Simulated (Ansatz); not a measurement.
# Mending a band-structure run on Si

System: Si (Fd-3m, 2 atoms in the cell).
Method of run 1: Kohn-Sham DFT of a periodic cell, CAM-B3LYP, Ansatz PAW (Ansatz 0.2.0).

The structure derives from a Materials Project entry. Text and figures count atoms from 1; the logs count them from 0 in places.

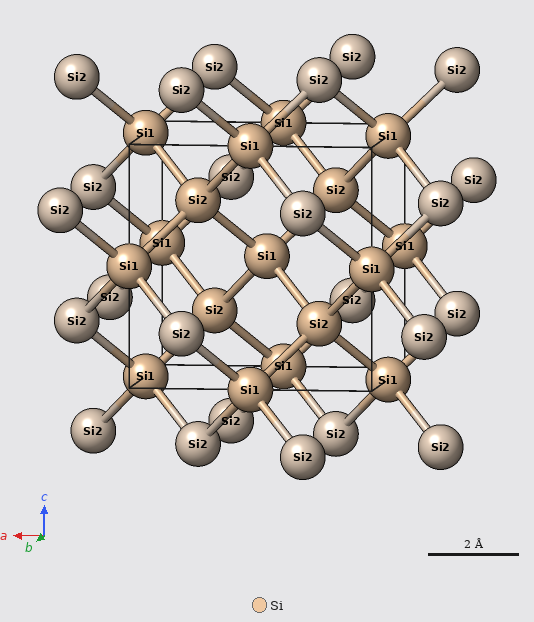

**Figure 1.** The input geometry (ball-and-stick view of the cell 4 times as large as that of the calculation, set on its symmetry axes, seen at an oblique angle; neighbours outside the cell are drawn fainter; atoms are numbered from 1 in the order of the input).

**Input file, run 1**
```yaml
crystal:
  lattice:
    - [0.0, 2.7218511865, 2.7218511865]
    - [2.7218511865, 0.0, 2.7218511865]
    - [2.7218511865, 2.7218511865, 0.0]
  atoms:
    - { symbol: Si, position: [0.5, 0.5, 0.5] }
    - { symbol: Si, position: [0.75, 0.75, 0.75] }
hamiltonian:
  xc: cam_b3lyp
  pseudopotentials: { kind: paw }
kpoints:
  mp_grid: { grid: [5, 5, 5] }
  band_path:
    path:
      - [[0.0, 0.0, 0.0], [0.5, 0.0, 0.5], [0.5, 0.25, 0.75], [0.375, 0.375, 0.75], [0.0, 0.0, 0.0], [0.5, 0.5, 0.5], [0.625, 0.25, 0.625], [0.5, 0.25, 0.75], [0.5, 0.5, 0.5], [0.375, 0.375, 0.75]]
      - [[0.625, 0.25, 0.625], [0.5, 0.0, 0.5]]
    npoints: 4
scf:
  occupations: { method: fermi_dirac, width: 0.05 }
  n_extra_bands: 6
output:
  forces: true
  stress: true
  eigenvalues: true
  fatbands: false
```

Command:
```bash
ansatz run input.yaml --threads 2 --pin off --max-ram 5632MiB --backend cpu --events-out ev --progress --plain --runs-dir out
```

Hardware: 2 threads of Intel Xeon @ 2.80GHz (Skylake/Cascade Lake), 24 GiB of memory available, shared host.

**Output (run 1)**
```
Error: kpoints.band_path / output.eigenstates.kpoints / output.eigenstates.nscf_kmesh / output.wannier / output.states_by_energy / output.dos.nscf_kmesh / output.optics.nscf_kmesh / output.boltztrap / output.local_orbitals.kmesh / output.polarization (unless states: scf) / output.orbitals (by a pass of its own) / gw: / phonons.commensurate_couplings.mesh / output.given_orbital_levels with hamiltonian.xc: <exact exchange of several ranges> with hamiltonian.xc: <exact exchange that reaches to infinity> — behind a hybrid SCF this pass is solved under, or applies, the exchange operator itself, at k-points off the SCF's mesh, which is served of several ranges of exact exchange only where none reaches to infinity: one that does (lc_wpbe's) diverges towards zero momentum transfer, and no level off the mesh has been held to a reference under several; use a hybrid whose last range ends, as hiss, or one of one range, or do without the pass
```

Q: Diagnose this run and give a change of the input that cures it.

A: The program refused the input: “kpoints.band_path / output.eigenstates.kpoints / output.eigenstates.nscf_kmesh / output.wannier / output.states_by_energy / output.dos.nscf_kmesh / output.optics.nscf_kmesh / output.boltztrap / output.local_orbitals.kmesh / output.polarization (unless states: scf) / output.orbitals (by a pass of its own) / gw: / …”

A run of the same system that converges differs from this input as follows (lines with − go, lines with + come):
```diff
-  mp_grid: { grid: [5, 5, 5] }
-  band_path:
-    path:
-      - [[0.0, 0.0, 0.0], [0.5, 0.0, 0.5], [0.5, 0.25, 0.75], [0.375, 0.375, 0.75], [0.0, 0.0, 0.0], [0.5, 0.5, 0.5], [0.625, 0.25, 0.625], [0.5, 0.25, 0.75], [0.5, 0.5, 0.5], [0.375, 0.375, 0.75]]
-      - [[0.625, 0.25, 0.625], [0.5, 0.0, 0.5]]
-    npoints: 4
+  mp_grid: { grid: [4, 4, 4] }
-  n_extra_bands: 6
-  fatbands: false
```

**Output, shortened to warnings, some set-up lines, iterations and results (run 2)**
```
Warning: output.stress: scf.convergence.dr2_threshold = 1e-7 eV (the SCF's general default) is looser than the 2e-10 eV advised for a printed stress (1e-10 eV for each atom of the cell: 2). What an SCF threshold leaves in a stress goes as its square root, and in the free energy as the threshold itself, and one threshold admits the most on a small cell: of the crystals measured, under no hybrid …
Warning: output.stress: scf.exx.energy_threshold = 1e-6 eV is looser than the 2e-8 eV advised for a stress under a hybrid functional (1e-8 eV for each atom of the cell: 2). Every SCF of the exchange loop can meet its threshold on dr2 while the loop round them stops early: no threshold on dr2 bounds what that leaves in the stress. Set scf.exx.energy_threshold to 2e-8 eV or tighter. The threshold …
Basis set: ecut = 420 eV, 749 PW (Γ), exchange–correlation on 54×54×54 points (8 copies of the dense FFT grid, shifted against one another)
Symmetry: 48 space group operations
k-points: 8 of 64
Initial density: superposition of atomic densities (neutral atoms: chi_scale 0, normalization atom), corrected by the library's trained network
[...]
SCF iter   1: F=—  HF=-1283.929300 eV  |F-HF|=—  |Δ(HF+E_count)|=         —  Δρ=8.30e-3  dr2=4.52e-2  ethr=1.77e-3  ⟨swp⟩=5.9  Hψ=307  notcnv=0
SCF iter   2: F=—  HF=-1283.912192 eV  |F-HF|=—  |Δ(HF+E_count)|=   1.71e-2  Δρ=2.85e-3  dr2=5.08e-3  ethr=5.65e-4  ⟨swp⟩=2.5  Hψ=135  notcnv=0
SCF iter   3: F=-1283.910480 eV  HF=-1283.910474 eV  |F-HF|=6.28e-6  |Δ(HF+E_count)|=   1.72e-3  Δρ=2.22e-4  dr2=1.49e-5  ethr=1.81e-7  ⟨swp⟩=3.2  Hψ=290  notcnv=0
SCF 1 stopped early in 3 iterations: F = -1283.910480 eV  dr2 = 1.49e-5
SCF iter   1: F=—  HF=-1279.039124 eV  |F-HF|=—  |Δ(HF+E_count)|=         —  Δρ=3.20e-3  dr2=3.84e-3  ethr=1.86e-6  ⟨swp⟩=6.6  Hψ=336  notcnv=0
SCF iter   2: F=—  HF=-1279.037694 eV  |F-HF|=—  |Δ(HF+E_count)|=   1.43e-3  Δρ=1.56e-3  dr2=5.02e-3  ethr=1.86e-6  ⟨swp⟩=4.0  Hψ=144  notcnv=0
SCF iter   3: F=—  HF=-1279.056448 eV  |F-HF|=—  |Δ(HF+E_count)|=   1.88e-2  Δρ=9.68e-4  dr2=5.55e-4  ethr=1.86e-6  ⟨swp⟩=4.9  Hψ=166  notcnv=0
SCF iter   4: F=—  HF=-1279.057741 eV  |F-HF|=—  |Δ(HF+E_count)|=   1.29e-3  Δρ=3.42e-4  dr2=5.88e-5  ethr=1.86e-6  ⟨swp⟩=3.6  Hψ=132  notcnv=0
SCF iter   5: F=-1279.057836 eV  HF=-1279.057837 eV  |F-HF|=1.44e-6  |Δ(HF+E_count)|=   9.66e-5  Δρ=1.16e-4  dr2=9.73e-6  ethr=4.02e-7  ⟨swp⟩=3.2  Hψ=125  notcnv=0
SCF 2 stopped early in 5 iterations: F = -1279.057836 eV  dr2 = 9.73e-6
SCF iter   1: F=—  HF=-1279.057874 eV  |F-HF|=—  |Δ(HF+E_count)|=         —  Δρ=2.46e-5  dr2=1.81e-7  ethr=1.32e-6  ⟨swp⟩=4.4  Hψ=184  notcnv=0
SCF iter   2: F=—  HF=-1279.057875 eV  |F-HF|=—  |Δ(HF+E_count)|=   5.30e-7  Δρ=1.24e-5  dr2=2.20e-8  ethr=1.20e-9  ⟨swp⟩=4.0  Hψ=147  notcnv=0
SCF iter   3: F=-1279.057875 eV  HF=-1279.057875 eV  |F-HF|=3.24e-9  |Δ(HF+E_count)|=   8.78e-9  Δρ=6.00e-6  dr2=9.44e-9  ethr=1.99e-10  ⟨swp⟩=3.0  Hψ=130  notcnv=0  defer=1
SCF 3 converged in 3 iterations: F = -1279.057875 eV  dr2 = 9.44e-9
  Residual-converged pass: ⟨swp⟩=2.6  Hψ=103  notcnv=0  max |occ|·‖R‖ = 2.3e-6 eV (tolerance 2.4e-6 eV)  dr2=9.45e-9  dr2_onsite=1.40e-9  max |Δocc| = 0.0e0
hybrid outer 2: dexx = +6.527e-7 eV, tail = 3.40e-8 eV, Δε = 1.77e-3 eV (about 9.38e-5 eV left of the loop's levels)
hybrid SCF converged: 2 outer / 8 inner (+3 warm-up), last move |dexx| = 6.53e-7 eV, tail = 3.40e-8 eV
Stability not checked: this state was not tested for a lower state beside it, because the functional holds exact exchange (a hybrid, or Hartree-Fock), whose exchange loop this test does not read (fock_operator; see scf.lower_state_search)
Free energy (F): -1279.057875 eV
Frozen-core exchange: fock
Harris-Foulkes:  -1279.057875 eV  (|F-HF|=3.24e-9)
Internal energy: -1279.057875 eV  (E = F + TS)
E sigma→0 (E₀):  -1279.057875 eV
Fermi energy:    6.723287 eV
--- Per-component energies (eV) ---
  E_band       = -9.997110
  E_kinetic    = 82.471560
  E_local      = -57.831934  (includes V_loc(G=0)·N_el)
  E_nonlocal   = 52.355161
  E_hartree    = 16.207634
  E_xc         = -69.365689
  E_vxc        = -59.802517  (∫ρ·V_xc dr)
  E_exx        = -25.850987  (= α·E_x^exact, valence–valence)
  E_paw        = -1049.017881  (= ΣΔE_a)
  E_vpaw       = -7.902874  (= ΣTr[D̂ρ^β])
  E_aug_tail   = 0.000011  (compensation charges beyond the density's cutoff)
  E_ewald      = -227.985960
  E_core_change = -0.039790  (= ΣΔE_core)
  E_smearing   = -0.000000  (= −TS)
  E_closure    = -0.000000  (closes the sum)
  Σ components = -1279.057875   (vs F -1279.057875, Δ=0.00e0)
--- Forces (eV/Å), atoms counted from 1 ---
  atom   1  Si     0.00000000    -0.00000000    -0.00000000
  atom   2  Si     0.00000000     0.00000000    -0.00000000
  max |Σ_I F_I| component: 1.48e-16 eV/Å
--- Stress (GPa, compression-positive) ---
        0.415727      -0.000000      -0.000000
       -0.000000       0.415727       0.000000
       -0.000000      -0.000000       0.415727
  P = ⅓ Tr σ = 0.4157 GPa (4.157 kbar)
```

**The two runs side by side**

| quantity | run 1 | run 2 |
| --- | --- | --- |
| outcome | refused | converged |
| free energy per atom (eV) | – | −639.5289 |
| gap on the mesh (eV) | – | 4.11 |
| pressure (GPa) | – | 0.42 |
| volume per atom (Å³) | – | 20.16 |
| largest force (eV/Å) | – | 0.000 |
| SCF iterations | – | 11 |
| irreducible k-points | – | 8 |
| plane waves at Γ | – | 749 |

Notes on run 2: The program warns: the exchange loop's threshold is looser than advised for the stress; the SCF threshold is looser than advised for the printed stress. Points of doubt noted for this run: forces on files of another functional.
